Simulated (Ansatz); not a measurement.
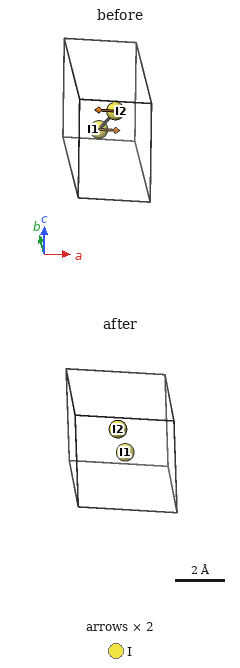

The structure of crystalline I (a generated structure, set up in Imma) before (top) and after (bottom) a relaxation, at one scale. The orange arrows give the displacements (the part carried along by the change of the cell is left out), 2 times their true length.

The picture is a ball-and-stick view of the cell of the calculation, seen from a free direction.

The calculation used DFT, PAW plane waves, PBE (Ansatz 0.2.0).

Input
```yaml
crystal:
  lattice:
    - [0.0, 0.0, 3.609759]
    - [3.352829, -3.186497, 1.804879]
    - [3.352829, 3.186497, -1.804879]
  atoms:
    - { symbol: I, position: [0.443, 0.75, 0.25] }
    - { symbol: I, position: [0.557, 0.25, 0.75] }
  symmetry: { tolerance: 0.0003 }
kpoints:
  mp_grid: { grid: [6, 6, 6], shift: [0, 0, 0] }
magnetization:
  spin_polarized: false
scf:
  occupations: { method: fermi_dirac, width: 0.043 }
  eigensolver: { kind: davidson }
hamiltonian:
  pseudopotentials: { kind: paw }
  xc: pbe
basis:
  ecutwfc: 420
  precision: f64
output:
  forces: true
  stress: true
  eigenvalues: true
  write_density: true
  write_potential: true
  elf: true
  volumetric_format: npy
relax:
  max_steps: 40
  cell: {}
  f_tol: 0.1
  max_displacement: 0.1
accuracy: medium
```

Command:
```bash
ansatz run input.yaml --threads 1 --pin off --max-ram 2560MiB --backend cpu --events-out ev --progress --plain --runs-dir out
```

Q: Summarise the run.

A: Over 21 accepted moves (24 points after the start) the energy falls by 0.666 eV per cell of the calculation. Largest force component: 0.42 eV/Å at the start, 0.00021 eV/Å at the end. Pressure: 0.37 GPa at the start and 0.00 GPa at the end. The SCF was repeated 3 times at an unchanged geometry on a basis and grid sized afresh for the cell, which shifted the energy by 27.7 meV per cell of the calculation at most. The largest moves relative to the cell, 0.54 Å, are those of I1 and I2. I1 goes along +a. Cell: a 3.610 → 4.957 Å (+37.3 %), b = c 4.965 → 5.360 Å (+7.9 %), α 95.0° → 114.4°, β 111.3° → 117.5°, γ 68.7° → 62.5°. Volume +40.4 %. Among the contacts that change: I1–I1 3.610 → 4.957 Å, I1–I2 3.478 → 4.805 Å, I1–I2 (another image) 3.378 → 2.947 Å, I1–I2 (another image) 3.882 → 4.247 Å. Bond angles that change, for instance: I2–I1–I2 166.0° → 160.1°. The space group stays Imma (No. 74).
